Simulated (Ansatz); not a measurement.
Os

Input file:

```
crystal:
  lattice:
    - [2.5973949767, 0.0, 0.0]
    - [-1.2986974884, 2.2494100335, 0.0]
    - [0.0, 0.0, 4.3197]
  atoms:
    - { symbol: Os, position: [0.3333333333, 0.6666666667, 0.25] }
    - { symbol: Os, position: [0.6666666667, 0.3333333333, 0.75] }
basis:
  ecutwfc: 420
kpoints:
  mp_grid: { grid: [18, 18, 12] }
hamiltonian:
  xc: pbesol
scf:
  occupations: { method: gaussian, width: 0.15 }
output:
  forces: true
  stress: true
  eigenvalues: true
  write_density: true
  write_potential: true
  elf: true
  volumetric_format: npy
```

Command:

```sh
ansatz run input.yaml --threads 1 --pin off --max-ram 2560MiB --backend cpu --events-out ev --progress --plain --runs-dir out
```

Below, planes, directions and counts refer to the conventional cell (a = 2.60 Å, b = 2.60 Å, c = 4.32 Å, α = 90.00°, β = 90.00°, γ = 120.00°).

Space group P6₃/mmc; changed on purpose from its base cell (strain -0.050 along x and y, +0.000 along z, atoms carried along); computed pressure about 52 GPa in this cell; computed without spin polarisation.

Computed with DFT PBEsol, scalar-relativistic, plane waves, PAW in Ansatz.

Predict the valence pseudo-density and electron localisation function between the atoms.

Os–Os (2.60 Å): ρ is about 0.56 e/Å³ halfway; the ELF is about 0.40 at the midpoint.

Does the calculation make it a metal, or give it a gap?

It is metallic or semimetallic at this level of theory: no gap opens.

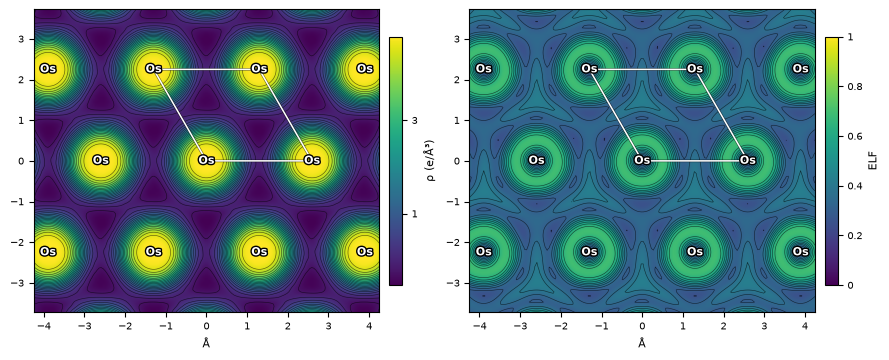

Computed valence pseudo-density and electron localisation function on the (001) plane of the conventional cell, in this order. 
